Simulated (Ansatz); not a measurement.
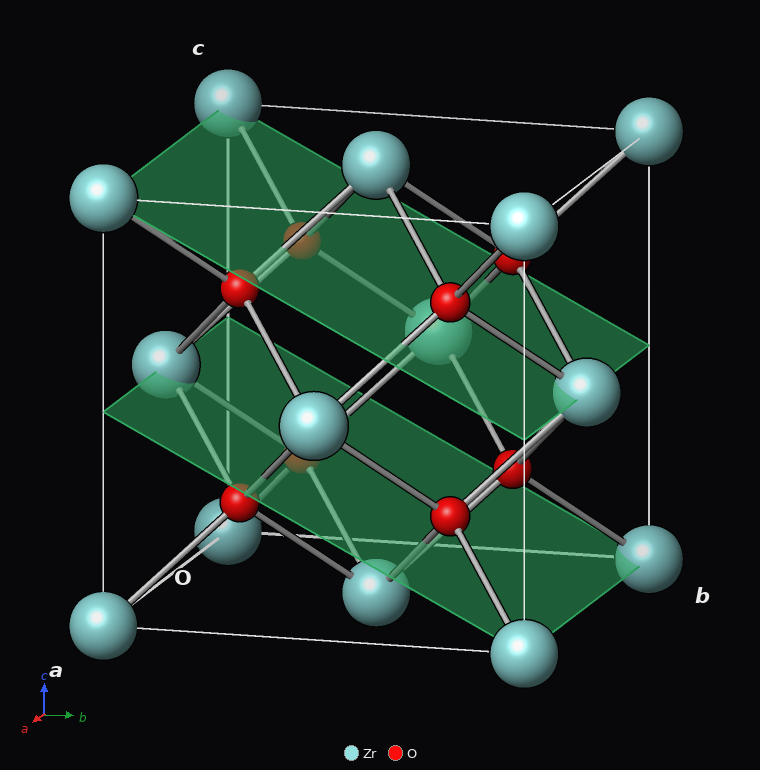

Crystal: ZrO₂, the geometry relaxed (final pressure about 30 GPa) with DFT PBEsol, scalar-relativistic, plane waves, PAW in Ansatz 0.2.0. Every member of one family of equally spaced planes, hx + ky + lz = a whole number, that cuts the unit cell is shaded (one member passes through the origin O, touching the cell only at an edge or corner). Symmetry computed with spglib at a tolerance of 0.002 Å; standard conventional cell.

a = 4.904 Å, b = 4.904 Å, c = 4.904 Å, α = 90.00°, β = 90.00°, γ = 90.00°.

Which (hkl) family is drawn?

(0 1 2); the opposite sign names the same planes. The member next to the origin meets the axes a never, b at 1, c at 1/2.

What is the spacing?

d = 2.193 Å.

Which atoms of the cell lie in these planes (within 0.03 Å)?

2 of the 4 Zr.
